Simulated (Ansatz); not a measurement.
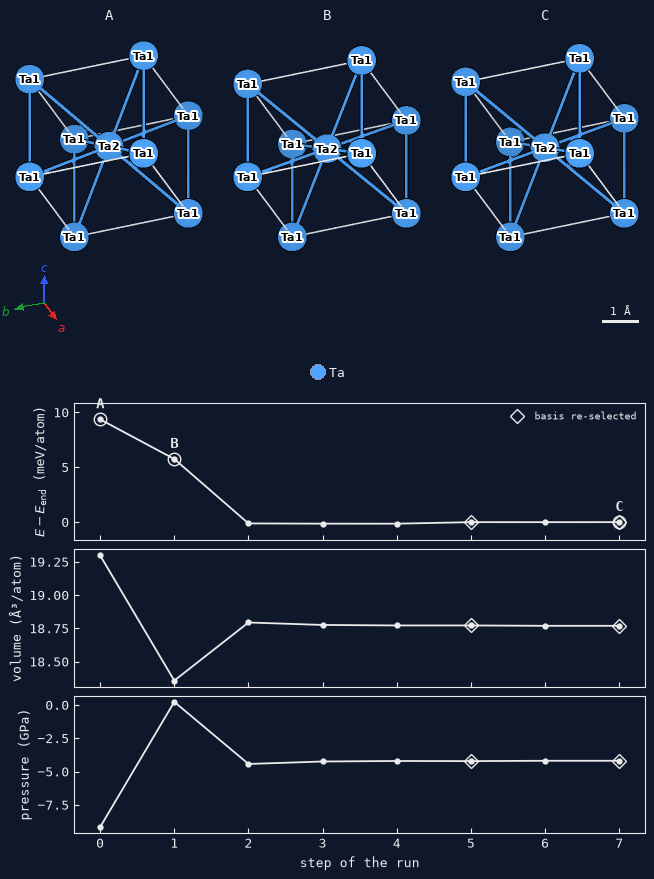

Frames of a relaxation of a crystal of Ta (set up in I4/mmm), marked on the history of the run. A ball-and-stick model of the cell of the calculation, seen from a free direction.

Case: biaxial strain in the a-b plane of +4.0 %; c and atoms relaxed.

All numbers below come from Ansatz 0.2.0, DFT PBE, scalar-relativistic, plane waves, PAW. Set-up: plane-wave cutoff 420 eV; k-point mesh 16 × 16 × 16; occupations gaussian; smearing width 0.1 eV; no spin polarisation; cell relaxed at fixed a, b, gamma; force threshold 0.008 eV/Å; at most 40 steps.

### Describe the path.

No atom moves by more than 0.005 Å relative to the cell. The drawn cell changes as follows: a = b unchanged at 3.452 Å, c 3.239 → 3.151 Å (−2.7 %); the volume changes by −2.7 %. Some distances before and after: Ta1–Ta1 3.239 → 3.151 Å, Ta1–Ta2 2.929 → 2.905 Å. The space group stays I4/mmm (No. 139). Over 5 accepted moves (7 points after the start) the energy falls by 9.4 meV per atom. All forces vanish by symmetry, so only the cell relaxes. Pressure: −9.16 GPa at the start and −4.18 GPa at the end. At 2 points the geometry stayed and the basis and grid were re-selected for the new cell (energy shift of 0.1 meV per atom at most each time). Cost: 93 s on 1 thread of Arm Neoverse V2 (shared host), peak memory 0.49 GiB. From step 0 to 1: volume −4.9 %, energy −3.6 meV per atom. From step 1 to 7: volume +2.2 %, energy −5.8 meV per atom.

```json
{"step": "0", "E − E(0), meV/atom": "0.00", "pressure, GPa": "-9.16", "volume, Å³/atom": "19.299", "note": ""}
{"step": "1", "E − E(0), meV/atom": "-3.62", "pressure, GPa": "0.24", "volume, Å³/atom": "18.358", "note": ""}
{"step": "2", "E − E(0), meV/atom": "-9.49", "pressure, GPa": "-4.42", "volume, Å³/atom": "18.795", "note": ""}
{"step": "3", "E − E(0), meV/atom": "-9.51", "pressure, GPa": "-4.24", "volume, Å³/atom": "18.776", "note": ""}
{"step": "4", "E − E(0), meV/atom": "-9.51", "pressure, GPa": "-4.20", "volume, Å³/atom": "18.772", "note": ""}
{"step": "5", "E − E(0), meV/atom": "-9.37", "pressure, GPa": "-4.21", "volume, Å³/atom": "18.772", "note": "same geometry, new basis"}
{"step": "6", "E − E(0), meV/atom": "-9.37", "pressure, GPa": "-4.18", "volume, Å³/atom": "18.770", "note": ""}
{"step": "7", "E − E(0), meV/atom": "-9.37", "pressure, GPa": "-4.18", "volume, Å³/atom": "18.770", "note": "same geometry, new basis"}
```
